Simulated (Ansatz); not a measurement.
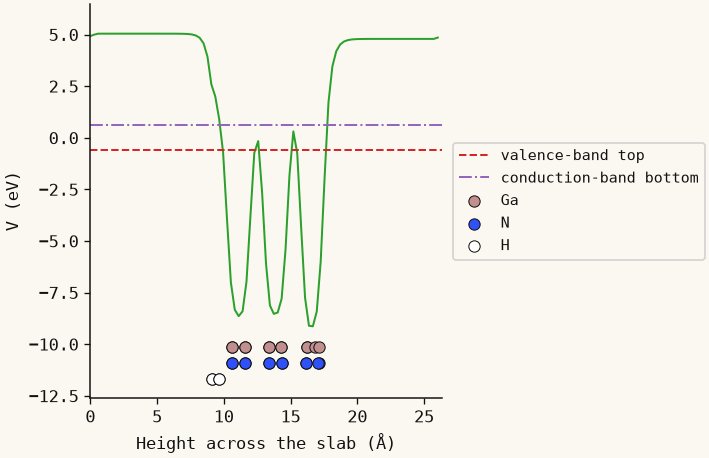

Plane-averaged electrostatic potential energy of an electron across the slab; circles at the bottom mark the heights of the atoms.

The Ansatz input:

```
crystal:
  lattice:
    - [6.3931260394, 0.0, 0.0]
    - [0.0, 5.2085710381, 0.0]
    - [0.0, 0.0, 26.3187762389]
  atoms:
    - { symbol: Ga, position: [0.5, 0.000811033, 0.3595835283] }
    - { symbol: Ga, position: [0.0, 0.000811033, 0.3595835283] }
    - { symbol: "N", position: [0.5, 0.624188967, 0.3595835283] }
    - { symbol: "N", position: [0.0, 0.624188967, 0.3595835283] }
    - { symbol: Ga, position: [0.75, 0.500811033, 0.3946447427] }
    - { symbol: Ga, position: [0.25, 0.500811033, 0.3946447427] }
    - { symbol: "N", position: [0.75, 0.124188967, 0.3946447427] }
    - { symbol: "N", position: [0.25, 0.124188967, 0.3946447427] }
    - { symbol: Ga, position: [0.7499937224, 0.0074017157, 0.4648855649] }
    - { symbol: Ga, position: [0.2500002733, 0.0081168077, 0.4652200627] }
    - { symbol: "N", position: [0.7500090415, 0.6287836658, 0.4640512478] }
    - { symbol: "N", position: [0.2500125062, 0.6283860938, 0.464331717] }
    - { symbol: Ga, position: [-0.0015484056, 0.5027856056, 0.4990514448] }
    - { symbol: Ga, position: [0.5015804749, 0.502798144, 0.4990633641] }
    - { symbol: "N", position: [-0.0017739534, 0.1272760994, 0.5005280579] }
    - { symbol: "N", position: [0.5017737171, 0.1272804198, 0.5005324762] }
    - { symbol: Ga, position: [0.0058721097, 0.0065189632, 0.5722315255] }
    - { symbol: Ga, position: [0.4940945735, 0.0064965889, 0.5722374873] }
    - { symbol: "N", position: [-0.0016397573, 0.6312051778, 0.5700499257] }
    - { symbol: "N", position: [0.5016973386, 0.6311918346, 0.5700475984] }
    - { symbol: Ga, position: [0.2500347305, 0.4782531064, 0.595236858] }
    - { symbol: Ga, position: [0.7500489833, 0.5052732688, 0.6053629052] }
    - { symbol: "N", position: [0.2499895993, 0.1297798514, 0.6049683781] }
    - { symbol: "N", position: [0.75000202, 0.1329961853, 0.604630976] }
    - { symbol: H, position: [0.4997511314, 0.0967303972, 0.3026409107] }
    - { symbol: H, position: [0.0002516435, 0.0967394098, 0.302643853] }
    - { symbol: H, position: [0.4999976427, 0.5568686159, 0.3230240136] }
    - { symbol: H, position: [-2.2896e-06, 0.5568726104, 0.3230237498] }
basis:
  ecutwfc: 420
kpoints:
  mp_grid: { grid: [3, 3, 1] }
hamiltonian:
  xc: pbe
  dispersion: d3bj
scf:
  occupations: { method: gaussian, width: 0.05 }
output:
  forces: true
  eigenvalues: true
  write_density: true
  volumetric_format: npy
efield:
  axis: 3
  dipole_correction: true
  ramp_width: 0.04
```

Run as:
```bash
ansatz run input.yaml --threads 4 --pin off --max-ram 10240MiB --backend cpu --events-out ev --progress --plain --runs-dir out
```

What are the ionisation potential and the electron affinity of the slab?

Answer. From the vacuum level at the right face the ionisation potential is 5.37 eV and the electron affinity 4.15 eV; at the left face they are 5.62 and 4.40 eV. The slab's gap, their difference before rounding, is 1.22 eV.

Do the two faces differ, and what does that say about the slab's dipole?

Answer. The vacuum levels differ by 0.25 eV, so the slab carries a dipole along its normal.

How thick are slab and vacuum?

Answer. The outermost atoms are 8.0 Å apart, which leaves 18.4 Å of vacuum in a cell 26.3 Å high.

The atoms aren't at rest in this cell (largest force 2.4 eV/Å), so the relaxed material can differ.
